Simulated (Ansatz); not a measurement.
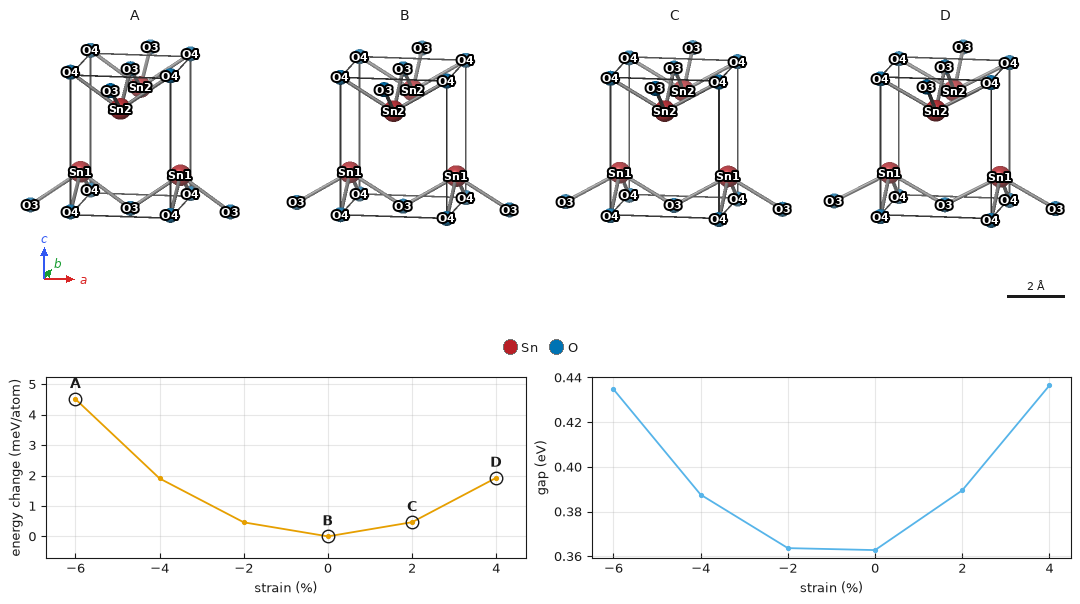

Members of a series of calculations on a crystal of SnO (set up in P4/nmm), marked on the first curve. A ball-and-stick model of the cell of the calculation, seen slightly off an axis.

All numbers below come from DFT r2SCAN, scalar-relativistic, plane waves, PAW in Ansatz. Settings: plane-wave cutoff 500 eV; k-point mesh 10 × 10 × 8; occupations gaussian; smearing width 0.01 eV; no spin polarisation.

**Which kind of strain is it, and how does the structure respond?**

Uniaxial strain along a; b, c and atoms relaxed. A (strain −6.0 %): energy change 4.5 meV/atom, volume 17.98 Å³ per atom, gap 0.43 eV. B (strain 0.0 %): energy change 0.0 meV/atom, volume 17.89 Å³ per atom, gap 0.36 eV. C (strain 2.0 %): energy change 0.5 meV/atom, volume 17.93 Å³ per atom, gap 0.39 eV. D (strain 4.0 %): energy change 1.9 meV/atom, volume 18.01 Å³ per atom, gap 0.44 eV. The rest compares A with D. The volume changes by +0.2 %, with a 3.579 → 3.960 Å (+10.6 %), b 4.003 → 3.674 Å (−8.2 %), c 5.018 → 4.952 Å (−1.3 %). Near-neighbour distances before and after: O–Sn 2.185 → 2.254 Å, O–Sn 2.260 → 2.200 Å.

Limits of the set-up: layers or molecules are held without a dispersion correction, so their spacing is unreliable.
